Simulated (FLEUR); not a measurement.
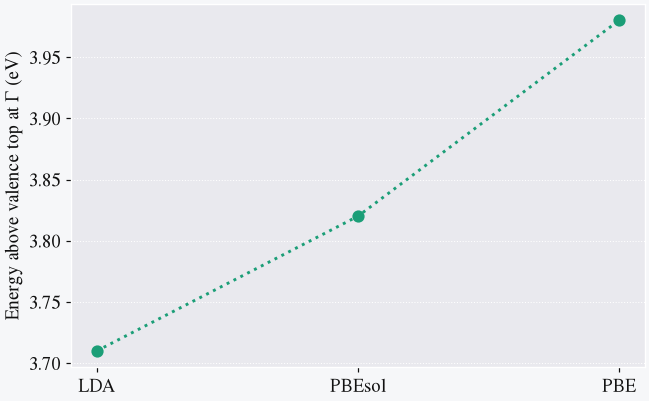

Lowest conduction level at Γ, counted from the valence-band top at Γ, by several methods on one cell of rocksalt BaS, space group Fm-3m (No. 225), 2 atoms in the primitive cell, volume scaled by a factor 0.94; cubic a = 6.257 Å. All runs are without spin-orbit coupling and carry no moments. The smallest gap lies off these points.

| method | program | Γ (eV) |
| --- | --- | --- |
| LDA | FLEUR | 3.71 |
| PBEsol | FLEUR | 3.82 |
| PBE | FLEUR | 3.98 |

**What does r2SCAN give? It was run as: r2SCAN, all-electron, 7×7×7 k mesh, Fermi-Dirac smearing of 0.05 eV (FLEUR).**

A meta-GGA of this kind opens the gap over the LDA and GGA values shown, the highest of which is 3.98 eV (PBE) at Γ. r2SCAN gives 4.42 eV at Γ, which is +0.44 eV from PBE at Γ.

**How do the methods rank at Γ?**

From low to high: LDA 3.71, PBEsol 3.82, PBE 3.98, r2SCAN 4.42 eV.

Settings. LDA: all-electron, 7×7×7 k mesh, Fermi-Dirac smearing of 0.05 eV (FLEUR MaX-R8.1 (later development tree)). PBEsol: all-electron, 7×7×7 k mesh, Fermi-Dirac smearing of 0.05 eV (FLEUR MaX-R8.1 (later development tree)). PBE: all-electron, 7×7×7 k mesh, Fermi-Dirac smearing of 0.05 eV (FLEUR).

These are four of the 6 methods that were run on this cell. Runs that lie over 0.07 eV from the median of the programs for their method weren't drawn. Spin-orbit coupling is left out, which matters for Ba. LDA, GGA and most meta-GGA functionals understate gaps. r2SCAN: the meta-GGA is that of a development version, with a GGA for the radial functions and cores and without core tails. Over all k points computed the smallest gap is 1.97 eV in LDA, 2.04 eV in PBEsol, 2.17 eV in PBE and 2.50 eV in r2SCAN, from the valence top at Γ to the conduction bottom at (0, 0.429, 0.429) in reduced coordinates, and a mesh with an odd division can miss a smaller one.
